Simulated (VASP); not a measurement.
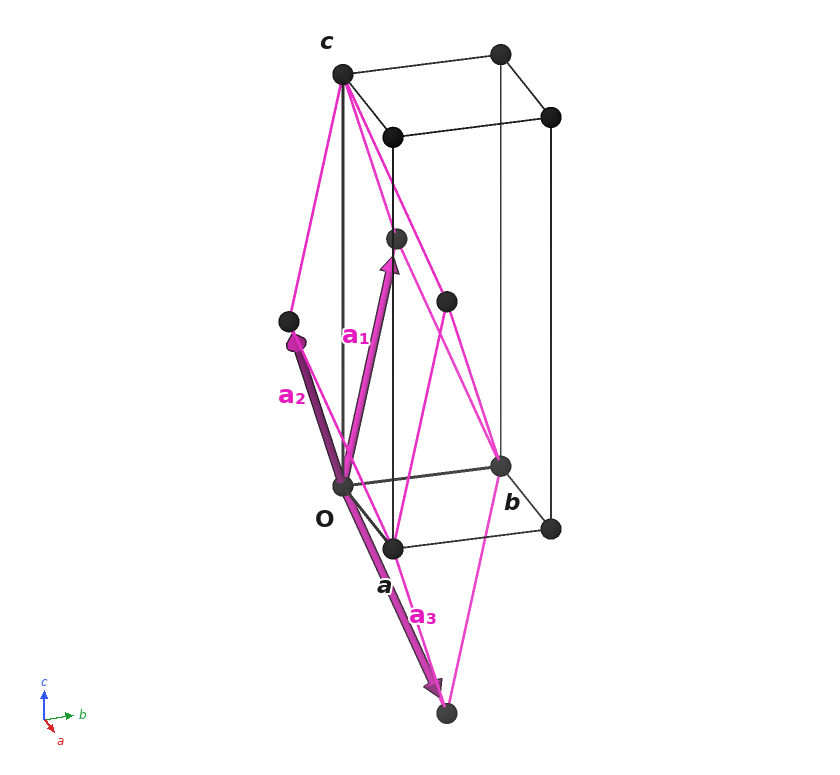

Crystal: Al2Ru, the end point of a relaxation with VASP Kohn-Sham DFT of a periodic cell, MS2, VASP PAW PBE potentials, recommended in VASP. The conventional cell (thin) and a primitive cell (coloured, vectors a₁, a₂, a₃), with the lattice points alone. The drawing is computed from the coordinates (standard cell, symmetry found to 0.002 Å).

a = 3.123 Å, b = 3.123 Å, c = 8.454 Å, α = 90.00°, β = 90.00°, γ = 90.00°.

**What is the centring, and how are the primitive vectors built?**

I, body-centred tetragonal, with lattice points at (0, 0, 0), (1/2, 1/2, 1/2). a₁ = −1/2 a + 1/2 b + 1/2 c; a₂ = 1/2 a − 1/2 b + 1/2 c; a₃ = 1/2 a + 1/2 b − 1/2 c.

**Give the primitive cell's size and content.**

Edges 4.769, 4.769, 4.769 Å; angles 141.77°, 141.77°, 55.17°; volume 41.23 Å³, 1/2 of the conventional cell; 3 of its 6 atoms.
